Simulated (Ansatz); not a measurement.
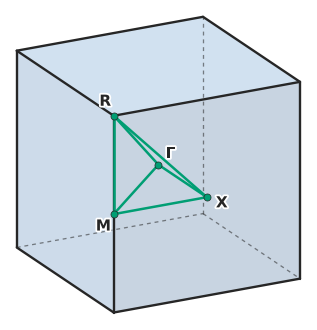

For Ti, the end point of a relaxation with Ansatz 0.2.0, DFT, LDA (PW92), plane waves (420 eV) with PAW, scalar-relativistic; the starting structure was generated, so it need not be a known form of this composition: the figure shows the first Brillouin zone with its special points and a band path. All values are computed from the atomic coordinates in the standard setting (tolerance 0.002 Å).

Labels and path follow the convention of Hinuma et al. (2017), as computed by seekpath.

> What lattice type do the shape and the labels point to?

A simple cubic lattice (cP; extended symbol cP2). The zone is a cube: 6 faces (6 with 4 edges), 12 edges, 8 vertices.

> In which order does the conventional band path visit the special points?

Γ–X–M–Γ–R–X | R–M
